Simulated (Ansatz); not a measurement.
## Geometry relaxation, with input and output: Zn24O23 (charge +1) (part 1 of 4)

System: Zn24O23 (defect cell, 47 atoms in the cell, total charge +1).
Method: DFT PBE, scalar-relativistic, plane waves, PAW, spin-polarised (Ansatz 0.2.0).

The structure derives from a Materials Project entry. It belongs to a series of runs on one base structure; here: O vacancy (site b), charge +1, atoms relaxed at the host's cell.

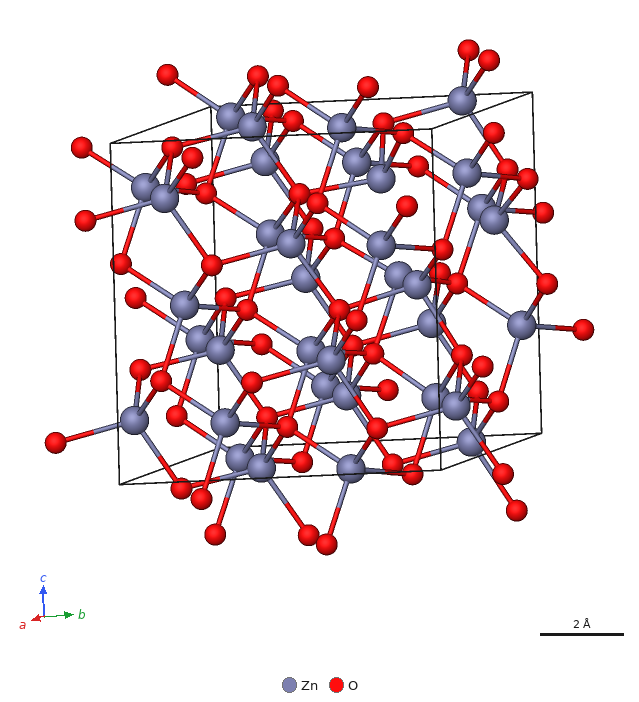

The structure as given in the input (ball-and-stick view of the cell of the calculation, seen slightly off an axis; bonded neighbours outside the cell are drawn too).

**Input**
```yaml
crystal:
  lattice:
    - [-3.2793907958, 5.6800714764, 5.2932332175]
    - [-3.2793907959, -5.6800714763, 5.2932332175]
    - [6.5587815918, -1.0e-10, 5.2932332175]
  atoms:
    - { symbol: Zn, position: [0.3455953574, 0.6789286907, 0.512262024], spin: 0.25 }
    - { symbol: Zn, position: [0.6670479199, 0.5011841247, 0.3348585473] }
    - { symbol: Zn, position: [-0.0015072173, 0.8326725664, 0.6657644338] }
    - { symbol: Zn, position: [0.1678507913, 0.501525214, 0.8337145865] }
    - { symbol: Zn, position: [0.4993392331, 0.8324311005, 0.1651594494] }
    - { symbol: Zn, position: [0.1681918807, 0.0003812532, 0.334517458] }
    - { symbol: Zn, position: [0.4990977672, 0.3318261161, 0.6660058997] }
    - { symbol: Zn, position: [0.8313337898, 0.6671739975, -0.0002998011] }
    - { symbol: Zn, position: [0.8330335323, 0.1646671231, 0.5005073308] }
    - { symbol: Zn, position: [0.3338406642, 0.1663668656, -0.0019995435] }
    - { symbol: Zn, position: [0.6679052353, 0.0012385686, 0.834571902] }
    - { symbol: Zn, position: [0.000134602, 0.3334679353, 0.1668012686] }
    - { symbol: Zn, position: [0.3344225178, 0.5029653216, 0.1673269204] }
    - { symbol: Zn, position: [0.6655449974, 0.3365056329, -0.0016332308] }
    - { symbol: Zn, position: [0.0006602538, 0.6677558511, 0.3362986549] }
    - { symbol: Zn, position: [0.1696319882, 0.3339935871, 0.5010891845] }
    - { symbol: Zn, position: [0.4962595661, 0.678885399, 0.8132114104], spin: 0.25 }
    - { symbol: Zn, position: [0.1664950595, 0.8335356409, -0.000539657] }
    - { symbol: Zn, position: [0.5002023076, 0.1661270096, 0.3331617262] }
    - { symbol: Zn, position: [0.8327936763, 0.4998283928, 0.6668689742] }
    - { symbol: Zn, position: [0.8317001025, -0.0011216693, 0.1698389662] }
    - { symbol: Zn, position: [0.3455520657, -0.0201219229, 0.6629262328], spin: 0.25 }
    - { symbol: Zn, position: [0.6465447438, 0.8295928995, 0.5122187324], spin: 0.25 }
    - { symbol: Zn, position: [0.0031722995, 0.1650334358, 0.8322116641] }
    - { symbol: O, position: [0.7898789685, 0.631275667, 0.4622862592] }
    - { symbol: O, position: [0.1311405352, 0.9577868496, 0.7892303136] }
    - { symbol: O, position: [0.2979423337, 0.6289529258, 0.9565456352] }
    - { symbol: O, position: [0.6244535163, 0.9558969803, 0.2978072019] }
    - { symbol: O, position: [0.2956195925, 0.1232123019, 0.4646090003] }
    - { symbol: O, position: [0.6225636469, 0.4644738686, 0.7911201829] }
    - { symbol: O, position: [0.9595132032, 0.7925941163, 0.1269462355] }
    - { symbol: O, position: [0.9602795688, 0.2928465365, 0.6259274496] }
    - { symbol: O, position: [0.459260783, 0.2936129022, 0.1261798699] }
    - { symbol: O, position: [0.7939816993, 0.1273150326, 0.9606483659] }
    - { symbol: O, position: [0.126683225, 0.4600165583, 0.2933498917] }
    - { symbol: O, position: [0.4586873609, 0.6287646269, 0.2986380937] }
    - { symbol: O, position: [0.7923835187, 0.4603017045, 0.1271227608] }
    - { symbol: O, position: [0.131971427, 0.7920206942, 0.4620979603] }
    - { symbol: O, position: [0.2954312936, 0.4653047603, 0.6253540275] }
    - { symbol: O, position: [0.6232240756, 0.7921385269, 0.955790261] }
    - { symbol: O, position: [0.292654738, 0.9604046901, 0.1263075735] }
    - { symbol: O, position: [0.6270713568, 0.2929742402, 0.4593214046] }
    - { symbol: O, position: [0.9596409069, 0.6259880713, 0.7937380234] }
    - { symbol: O, position: [0.9604560941, 0.125716852, 0.2936350378] }
    - { symbol: O, position: [0.4588051936, 0.1224569277, 0.7898907423] }
    - { symbol: O, position: [0.7891235943, 0.956557409, 0.6254718602] }
    - { symbol: O, position: [0.1269683712, 0.2937894274, 0.9590501854] }
  host:
    lattice:
      - [3.2793907959, 0.0, 0.0]
      - [-1.6396953979, 2.8400357382, 0.0]
      - [0.0, 0.0, 5.2932332175]
    atoms:
      - { symbol: Zn, position: [0.6666666667, 0.3333333333, 0.5006044103] }
      - { symbol: Zn, position: [0.3333333333, 0.6666666667, 0.0006044103] }
      - { symbol: O, position: [0.6666666667, 0.3333333333, 0.8797055897] }
      - { symbol: O, position: [0.3333333333, 0.6666666667, 0.3797055897] }
total_charge: 1
basis:
  ecutwfc: 420
  xc_grid: 2
kpoints:
  mp_grid: { grid: [2, 2, 2], shift: [0.5, 0.5, 0.5] }
hamiltonian:
  xc: pbe
scf:
  occupations: { method: gaussian, width: 0.01 }
output:
  forces: true
  stress: false
  eigenvalues: true
  populations: true
  charged_corrections:
    defect_position: [0.45990186, 0.7932352, 0.62656853]
    epsilon: [[10.5527, 0.0, 0.0], [0.0, 10.5527, 0.0], [0.0, 0.0, 11.5861]]
  write_density: true
  write_potential: true
  elf: true
  volumetric_format: npy
magnetization:
  spin_polarized: true
relax:
  adjacent_minimum: "off"
  f_tol: 0.025
  max_steps: 45
```

Command:
```bash
ansatz run input.yaml --threads 4 --pin off --max-ram 6144MiB --backend cpu --events-out ev --progress --plain --runs-dir out
```

**The program's output**
```
Engine: ansatz 0.2.0, aarch64-unknown-linux-gnu
Pseudopotentials: kind: paw
Pseudopotential: Zn, paw, valence charge 12, recommended cutoff 420 eV (normal), Zn.paw.azcp
Pseudopotential: O, paw, valence charge 6, recommended cutoff 420 eV (normal), O.paw.azcp
Functional definition: PBE
  parameter kappa = 0.804
  parameter beta = 0.06672455060314922
  exchange = pbe_x(kappa = kappa, mu = beta*pi^2/3)
  correlation = pbe_c(beta = beta)
Crystal: 47 atoms, lattice volume = 591.588 Å³
Basis set: ecut = 420 eV, 11543 PW (Γ), exchange–correlation on 120×120×120 points (8 copies of the dense FFT grid, shifted against one another)
Bands: 260, of which v1, the nominal top of the filled ones, is band 213 counted from 1 (212 counted from 0)
Symmetry: 3 space group operations
Space group: R3 (ITA 146), of the structure as read, at distance tolerance 8.4e-5 Å
Magnetic group: BNS 146.10 (UNI 1240), of the structure as read, at distance tolerance 8.4e-5 Å
k-points: 2 of 8 (time reversal used)
Non-local potential: Zn, projectors of the file, l = 0: 2, l = 1: 2, l = 2: 3, l = 3: 1
Non-local potential: O, projectors of the file, l = 0: 2, l = 1: 2, l = 2: 1
PAW form: soft (Blöchl's): semilocal exchange-correlation on the pseudo side does not see the compensation charge
PAW one-centre angular grid: Zn, 590 points (default); XC on 64 Gauss nodes
PAW one-centre angular grid: O, 110 points (default); XC on 64 Gauss nodes
Initial density: superposition of atomic densities (chi_scale 0.1, normalization cell, long waves kept (reshape's long-wave potential 0.43 eV rms))
Starting moments: Σ|m| = 1 μB on 4 of 47 sites
Initial wavefunctions: pseudopotential atomic-orbital guess
Functional: x = pbe(κ = 0.804, μ = 0.2195149727645171), c = pbe(β = 0.06672455060314922)
SCF iter   1: F=—  HF=-92735.857028 eV  |F-HF|=—  |Δ(HF+E_count)|=         —  Δρ=5.71e-2 (↑5.07e-2 ↓5.71e-2)  dr2=3.84e1  dr2_m=4.79e-1  M=0.528 μB ∫|m|=0.529 μB  β_m=0.30  ethr=3.10e-3  ⟨swp⟩=5.5  Hψ=3627  notcnv=0  defer=24
preconditioner: auto → Kerker (q_TF=auto, 2.582 Å⁻¹)  [metal: Δε(μ)=0.009 eV  Ē_g=13.556 eV  σ=0.010 eV  W_gap=0.46  n_scr=166 (ndim 8)  ℏωp=31.5 eV  f_vac=0.001  D(μ)=95.14/eV (n_scr^D=1586)]
spin=Collinear: Kerker preconditioning applied to the charge; magnetization (m = ρ↑ − ρ↓) channel mixes plain (no charge-response kernel on spin).
SCF iter   2: F=—  HF=-92727.027266 eV  |F-HF|=—  |Δ(HF+E_count)|=    8.83e0  Δρ=3.19e-2 (↑2.83e-2 ↓3.19e-2)  dr2=1.41e1  dr2_m=2.37e-1  M=0.839 μB ∫|m|=0.840 μB  β_m=0.30  ethr=3.10e-3  ⟨swp⟩=2.0  Hψ=1975  notcnv=0  defer=169
preconditioner: auto → Resta (q_TF=auto, 2.582 Å⁻¹)  ε∞=6.9  [insulator: Δε(μ)=0.016 eV  Ē_g=12.949 eV  σ=0.010 eV  W_gap=0.52  n_scr=166 (ndim 8)  ℏωp=31.5 eV  f_vac=0.001  D(μ)=51.74/eV (n_scr^D=630)  ε∞_Penn≈6.9]
spin=Collinear: Resta preconditioning applied to the charge; magnetization (m = ρ↑ − ρ↓) channel mixes plain (no charge-response kernel on spin).
SCF iter   3: F=—  HF=-92722.978091 eV  |F-HF|=—  |Δ(HF+E_count)|=    4.05e0  Δρ=8.99e-3 (↑8.54e-3 ↓8.99e-3)  dr2=2.00e0  dr2_m=1.13e-1  M=0.827 μB ∫|m|=0.837 μB  β_m=0.30  ethr=3.10e-3  ⟨swp⟩=2.2  Hψ=1654  notcnv=0  defer=166
SCF iter   4: F=—  HF=-92722.140714 eV  |F-HF|=—  |Δ(HF+E_count)|=   8.37e-1  Δρ=5.12e-3 (↑5.12e-3 ↓4.66e-3)  dr2=1.99e-1  dr2_m=5.93e-2  M=0.997 μB ∫|m|=1.015 μB  β_m=0.30  ethr=4.72e-4  ⟨swp⟩=2.2  Hψ=1979  notcnv=0  defer=166
SCF iter   5: F=—  HF=-92722.317596 eV  |F-HF|=—  |Δ(HF+E_count)|=   1.77e-1  Δρ=5.36e-3 (↑5.36e-3 ↓4.28e-3)  dr2=1.71e-1  dr2_m=3.10e-2  M=1.000 μB ∫|m|=1.028 μB  β_m=0.30  ethr=4.69e-5  ⟨swp⟩=3.0  Hψ=1664  notcnv=0  defer=166
SCF iter   6: F=—  HF=-92722.335744 eV  |F-HF|=—  |Δ(HF+E_count)|=   1.81e-2  Δρ=1.91e-3 (↑1.91e-3 ↓1.87e-3)  dr2=8.80e-3  dr2_m=1.67e-2  M=1.000 μB ∫|m|=1.037 μB  β_m=0.30  ethr=4.03e-5  ⟨swp⟩=2.5  Hψ=1371  notcnv=0  defer=166
Mixer restart at iter 6: flushing history
spin-set hold released at iteration 6 (site moments contracting): the magnetisation degrees of freedom join the quasi-Newton model from the next iteration; the mixer history was flushed
SCF iter   7: F=—  HF=-92722.342514 eV  |F-HF|=—  |Δ(HF+E_count)|=   6.77e-3  Δρ=1.41e-3 (↑1.41e-3 ↓1.39e-3)  dr2=5.77e-3  dr2_m=9.16e-3  M=1.000 μB ∫|m|=1.045 μB  β_m=0.60  ethr=2.07e-6  ⟨swp⟩=2.0  Hψ=1822  notcnv=0  defer=166
SCF iter   8: F=—  HF=-92722.359394 eV  |F-HF|=—  |Δ(HF+E_count)|=   1.69e-2  Δρ=6.45e-4 (↑4.74e-4 ↓6.45e-4)  dr2=3.47e-3  dr2_m=4.04e-4  M=1.000 μB ∫|m|=1.067 μB  β_m=0.57  ethr=1.36e-6  ⟨swp⟩=2.5  Hψ=1752  notcnv=0  defer=166
SCF iter   9: F=—  HF=-92722.360267 eV  |F-HF|=—  |Δ(HF+E_count)|=   8.74e-4  Δρ=1.64e-4 (↑1.48e-4 ↓1.64e-4)  dr2=5.81e-4  dr2_m=1.29e-5  M=1.000 μB ∫|m|=1.074 μB  β_m=0.78  ethr=8.16e-7  ⟨swp⟩=2.0  Hψ=1817  notcnv=0  defer=166
SCF iter  10: F=—  HF=-92722.360473 eV  |F-HF|=—  |Δ(HF+E_count)|=   2.05e-4  Δρ=9.30e-5 (↑8.64e-5 ↓9.30e-5)  dr2=1.50e-4  dr2_m=3.94e-7  M=1.000 μB ∫|m|=1.077 μB  β_m=0.71  ethr=1.37e-7  ⟨swp⟩=2.0  Hψ=1746  notcnv=0  defer=166
SCF iter  11: F=—  HF=-92722.360486 eV  |F-HF|=—  |Δ(HF+E_count)|=   1.29e-5  Δρ=3.26e-5 (↑3.20e-5 ↓3.26e-5)  dr2=2.81e-5  dr2_m=1.46e-7  M=1.000 μB ∫|m|=1.078 μB  β_m=0.85  ethr=3.53e-8  ⟨swp⟩=2.0  Hψ=1775  notcnv=0  defer=166
SCF iter  12: F=-92722.360514 eV  HF=-92722.360518 eV  |F-HF|=3.76e-6  |Δ(HF+E_count)|=   3.24e-5  Δρ=2.07e-5 (↑2.05e-5 ↓2.07e-5)  dr2=9.01e-6  dr2_m=8.58e-9  M=1.000 μB ∫|m|=1.078 μB  ethr=3.68e-9  ⟨swp⟩=17.5  Hψ=11951  notcnv=0
SCF 1 converged in 12 iterations: F = -92722.360514 eV  dr2 = 9.01e-6
  greatest PAW one-centre occupation: 0.988 electrons in one spin orbital (limit 2), on the Zn atom at site 22 (counted from 0), in its partial waves of l = 2
relax step   1: F+E_penalty+E_count = -92722.36051440 eV  Δ(F+E_penalty+E_count) = +0.000e0 eV  max|allowed force component| = 9.595e-1 eV/Å  Δτ_max = 0.0000 Å  (12 SCF iters, dr2 threshold 1.56e-5 eV, accepted)
Initial density: handed on by an earlier stage of this run
Starting moments: Σ|m| = 1 μB on 4 of 47 sites; this step starts from the density that it was given
Initial wavefunctions: those handed on with the density
iter 1 solved again at ethr=7.71e-5 eV; its pass at ethr=3.10e-3 eV (dr2=3.28e-1 eV) is discarded
SCF iter   1: F=—  HF=-92722.729413 eV  |F-HF|=—  |Δ(HF+E_count)|=         —  Δρ=6.22e-3 (↑2.79e-3 ↓6.22e-3)  dr2=3.23e-1  dr2_m=3.42e-2  M=1.000 μB ∫|m|=1.073 μB  β_m=0.30  ethr=7.71e-5  ⟨swp⟩=1.0  Hψ=3014  notcnv=0  defer=167
preconditioner: auto → Resta (q_TF=auto, 2.582 Å⁻¹)  ε∞=7.6  [insulator: Δε(μ)=0.226 eV  Ē_g=12.220 eV  σ=0.010 eV  W_gap=1.00  n_scr=166 (ndim 8)  ℏωp=31.5 eV  f_vac=0.039  D(μ)=0.00/eV (n_scr^D=0)  ε∞_Penn≈7.6]
spin=Collinear: Resta preconditioning applied to the charge; magnetization (m = ρ↑ − ρ↓) channel mixes plain (no charge-response kernel on spin).
SCF iter   2: F=—  HF=-92722.670288 eV  |F-HF|=—  |Δ(HF+E_count)|=   5.91e-2  Δρ=4.17e-3 (↑1.77e-3 ↓4.17e-3)  dr2=1.49e-1  dr2_m=1.69e-2  M=1.000 μB ∫|m|=1.072 μB  β_m=0.56  ethr=7.59e-5  ⟨swp⟩=2.0  Hψ=896  notcnv=0  defer=167
SCF iter   3: F=—  HF=-92722.627962 eV  |F-HF|=—  |Δ(HF+E_count)|=   4.23e-2  Δρ=6.87e-4 (↑4.75e-4 ↓6.87e-4)  dr2=5.75e-3  dr2_m=3.77e-4  M=1.000 μB ∫|m|=1.071 μB  β_m=0.51  ethr=3.50e-5  ⟨swp⟩=3.0  Hψ=1670  notcnv=0  defer=167
SCF iter   4: F=—  HF=-92722.626381 eV  |F-HF|=—  |Δ(HF+E_count)|=   1.58e-3  Δρ=2.29e-4 (↑2.29e-4 ↓1.70e-4)  dr2=8.44e-4  dr2_m=1.78e-5  M=1.000 μB ∫|m|=1.071 μB  β_m=0.71  ethr=1.35e-6  ⟨swp⟩=2.0  Hψ=1820  notcnv=0  defer=167
SCF iter   5: F=—  HF=-92722.626824 eV  |F-HF|=—  |Δ(HF+E_count)|=   4.43e-4  Δρ=1.33e-4 (↑1.33e-4 ↓1.28e-4)  dr2=3.42e-4  dr2_m=1.66e-6  M=1.000 μB ∫|m|=1.070 μB  β_m=0.65  ethr=1.99e-7  ⟨swp⟩=2.0  Hψ=1783  notcnv=0  defer=167
SCF iter   6: F=-92722.626737 eV  HF=-92722.626753 eV  |F-HF|=1.56e-5  |Δ(HF+E_count)|=   7.16e-5  Δρ=2.75e-5 (↑2.29e-5 ↓2.75e-5)  dr2=3.79e-5  dr2_m=1.12e-7  M=1.000 μB ∫|m|=1.070 μB  ethr=1.35e-8  ⟨swp⟩=14.8  Hψ=10018  notcnv=0
SCF 2 converged in 6 iterations: F = -92722.626737 eV  dr2 = 3.79e-5
[... from here on the iterations of each SCF are left out, up to the last one ...]
relax step   2: F+E_penalty+E_count = -92722.62673702 eV  Δ(F+E_penalty+E_count) = -2.662e-1 eV  max|allowed force component| = 6.970e-1 eV/Å  Δτ_max = 0.0872 Å  (6 SCF iters, dr2 threshold 5.75e-5 eV, accepted)
[... from here on the SCF iterations and repeated set-up lines of each step are left out, up to the last step ...]
SCF 3 converged in 8 iterations: F = -92722.911705 eV  dr2 = 6.66e-6
relax step   3: F+E_penalty+E_count = -92722.91170472 eV  Δ(F+E_penalty+E_count) = -2.850e-1 eV  max|allowed force component| = 1.007e-1 eV/Å  Δτ_max = 0.2000 Å  (8 SCF iters, dr2 threshold 3.04e-5 eV, accepted)
SCF 4 converged in 8 iterations: F = -92722.921994 eV  dr2 = 5.06e-7
relax step   4: F+E_penalty+E_count = -92722.92199441 eV  Δ(F+E_penalty+E_count) = -1.029e-2 eV  max|allowed force component| = 2.786e-2 eV/Å  Δτ_max = 0.0497 Å  (8 SCF iters, dr2 threshold 6.34e-7 eV, accepted)
SCF iter   1: F=—  HF=-92722.924376 eV  |F-HF|=—  |Δ(HF+E_count)|=         —  Δρ=8.42e-4 (↑4.38e-4 ↓8.42e-4)  dr2=4.40e-3  dr2_m=6.29e-4  M=1.000 μB ∫|m|=1.036 μB  β_m=0.30  ethr=1.15e-5  ⟨swp⟩=3.5  Hψ=2138  notcnv=0  defer=162
preconditioner: auto → Resta (q_TF=auto, 2.582 Å⁻¹)  ε∞=7.6  [insulator: Δε(μ)=0.297 eV  Ē_g=12.237 eV  σ=0.010 eV  W_gap=1.00  n_scr=166 (ndim 8)  ℏωp=31.5 eV  f_vac=0.040  D(μ)=0.00/eV (n_scr^D=0)  ε∞_Penn≈7.6]
spin=Collinear: Resta preconditioning applied to the charge; magnetization (m = ρ↑ − ρ↓) channel mixes plain (no charge-response kernel on spin).
SCF iter   2: F=—  HF=-92722.923463 eV  |F-HF|=—  |Δ(HF+E_count)|=   9.12e-4  Δρ=5.80e-4 (↑3.02e-4 ↓5.80e-4)  dr2=2.07e-3  dr2_m=3.10e-4  M=1.000 μB ∫|m|=1.036 μB  β_m=0.61  ethr=1.03e-6  ⟨swp⟩=1.0  Hψ=1196  notcnv=0  defer=162
SCF iter   3: F=—  HF=-92722.922733 eV  |F-HF|=—  |Δ(HF+E_count)|=   7.30e-4  Δρ=4.49e-5 (↑4.49e-5 ↓4.30e-5)  dr2=2.92e-5  dr2_m=1.17e-6  M=1.000 μB ∫|m|=1.037 μB  β_m=0.58  ethr=4.87e-7  ⟨swp⟩=2.0  Hψ=1658  notcnv=0  defer=162
SCF iter   4: F=—  HF=-92722.922735 eV  |F-HF|=—  |Δ(HF+E_count)|=   1.53e-6  Δρ=2.16e-5 (↑2.16e-5 ↓1.91e-5)  dr2=9.25e-6  dr2_m=1.80e-7  M=1.000 μB ∫|m|=1.037 μB  β_m=0.70  ethr=6.88e-9  ⟨swp⟩=2.0  Hψ=1652  notcnv=0  defer=162
SCF iter   5: F=—  HF=-92722.922739 eV  |F-HF|=—  |Δ(HF+E_count)|=   3.85e-6  Δρ=1.39e-5 (↑1.39e-5 ↓1.30e-5)  dr2=4.08e-6  dr2_m=2.16e-8  M=1.000 μB ∫|m|=1.037 μB  β_m=0.63  ethr=2.18e-9  ⟨swp⟩=2.0  Hψ=1699  notcnv=0  defer=162
SCF iter   6: F=—  HF=-92722.922738 eV  |F-HF|=—  |Δ(HF+E_count)|=   3.39e-7  Δρ=3.39e-6 (↑3.19e-6 ↓3.39e-6)  dr2=5.14e-7  dr2_m=3.42e-9  M=1.000 μB ∫|m|=1.037 μB  β_m=0.73  ethr=9.60e-10  ⟨swp⟩=2.0  Hψ=1710  notcnv=0  defer=162
SCF iter   7: F=—  HF=-92722.922738 eV  |F-HF|=—  |Δ(HF+E_count)|=   4.30e-8  Δρ=2.00e-6 (↑1.75e-6 ↓2.00e-6)  dr2=1.46e-7  dr2_m=4.63e-10  M=1.000 μB ∫|m|=1.037 μB  β_m=0.78  ethr=2.35e-11  ⟨swp⟩=13.5  Hψ=7970  notcnv=0
SCF iter   8: F=-92722.922738 eV  HF=-92722.922738 eV  |F-HF|=2.01e-8  |Δ(HF+E_count)|=   1.33e-8  Δρ=1.28e-6 (↑1.27e-6 ↓1.28e-6)  dr2=3.77e-8  dr2_m=1.47e-10  M=1.000 μB ∫|m|=1.037 μB  ethr=2.35e-11  ⟨swp⟩=7.5  Hψ=6405  notcnv=0
SCF 5 converged in 8 iterations: F = -92722.922738 eV  dr2 = 3.77e-8
  greatest PAW one-centre occupation: 0.988 electrons in one spin orbital (limit 2), on the Zn atom at site 16 (counted from 0), in its partial waves of l = 2
relax step   5: F+E_penalty+E_count = -92722.92273821 eV  Δ(F+E_penalty+E_count) = -7.438e-4 eV  max|allowed force component| = 6.436e-3 eV/Å  Δτ_max = 0.0217 Å  (8 SCF iters, accepted)
```

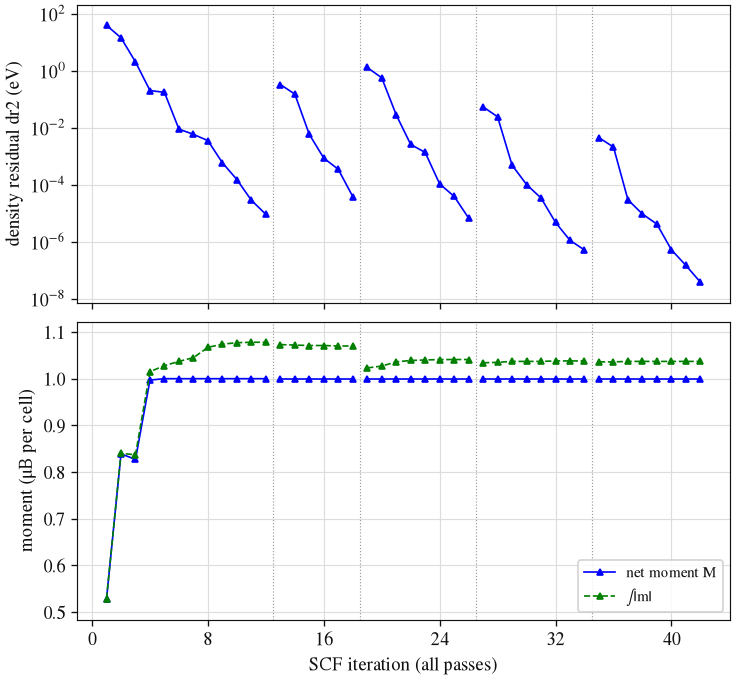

Convergence of the self-consistent field: density residual dr2 and magnetic moment against the SCF iteration. The dotted lines part the SCF passes of the relaxation: geometry steps, rejected trials and re-solves on a re-selected basis. The 5 passes take 6 to 12 iterations each, 42 in all. The net moment goes from 0.5 to 1.0 μB per cell.
